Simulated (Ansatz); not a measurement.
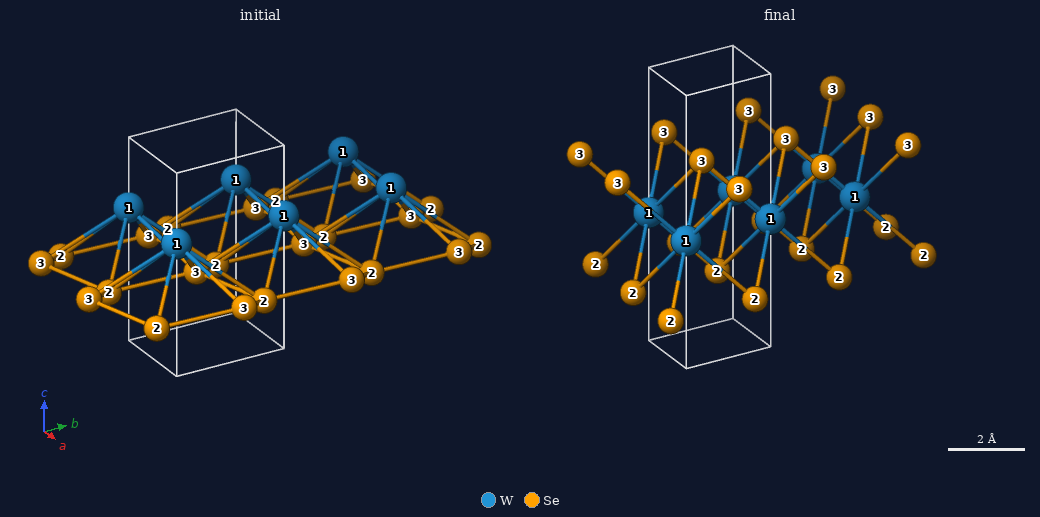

The structure of a crystal of WSe2 (a generated structure, set up in P3m1) (coarse preliminary run) before (left) and after (right) a relaxation, at one scale.

The picture is a ball-and-stick view of the cell of the calculation, repeated 1 × 2 × 1 with one cell outlined, seen slightly off an axis.

These are results of DFT PBE, scalar-relativistic, plane waves, PAW in Ansatz, not measurements.

The input:
```yaml
crystal:
  lattice:
    - [4.19754067, 0.0, 0.0]
    - [-2.09877034, 3.63517686, 0.0]
    - [0.0, 0.0, 5.52363781]
  atoms:
    - { symbol: W, position: [0.0, 0.0, 0.65298429] }
    - { symbol: Se, position: [0.33333333, 0.66666667, 0.34043204] }
    - { symbol: Se, position: [0.66666667, 0.33333333, 0.41080038] }
basis:
  ecutwfc: 420
kpoints:
  mp_grid: { grid: [6, 6, 4] }
hamiltonian:
  xc: pbe
scf:
  occupations: { method: gaussian, width: 0.1 }
  lower_state_search: "off"
output:
  forces: true
  stress: true
  eigenvalues: true
  populations: true
magnetization:
  spin_polarized: true
relax:
  adjacent_minimum: "off"
  f_tol: 0.04
  max_steps: 70
  cell: { stress_tol: 0.4 }
```

Run as
```bash
ansatz run input.yaml --threads 1 --pin off --max-ram 2560MiB --backend cpu --events-out ev --progress --plain --runs-dir out
```

What changed between the two?

Answer. The energy falls by 7.011 eV per cell of the calculation in 19 accepted moves (21 points after the start). Largest force component: 2.7 eV/Å at the start, 0.04 eV/Å at the end. The pressure goes from 4.17 to −0.16 GPa. At 2 points the geometry stayed and the basis and grid were re-selected for the new cell (energy shift of 18.6 meV per cell of the calculation at most each time). The atom that moves furthest relative to the cell is Se3 (2.15 Å along +c). Largest moves by element: Se 2.15 Å, W 1.37 Å. The drawn cell changes as follows: a = b 4.198 → 3.296 Å (−21.5 %), c 5.524 → 7.418 Å (+34.3 %); the volume changes by −17.2 %. Near-neighbour distances that change, for instance: Se2–Se3 2.454 → 3.935 Å, Se2–Se2 4.198 → 3.296 Å, W1–Se2 2.976 → 2.567 Å, W1–Se3 2.768 → 2.565 Å. Among the angles between lasting bonds that change: Se2–W1–Se3 115.6° → 180.0°, Se3–W1–Se3 98.6° → 79.9°, W1–Se3–W1 98.6° → 79.9°. The space group (tolerance 0.01 Å) goes from P3m1 (No. 156) to P-3m1 (No. 164). Cost: 3.4 min on 1 thread of AMD EPYC 7R43 64-Core Processor (Zen 3) (shared host), peak memory 0.46 GiB.
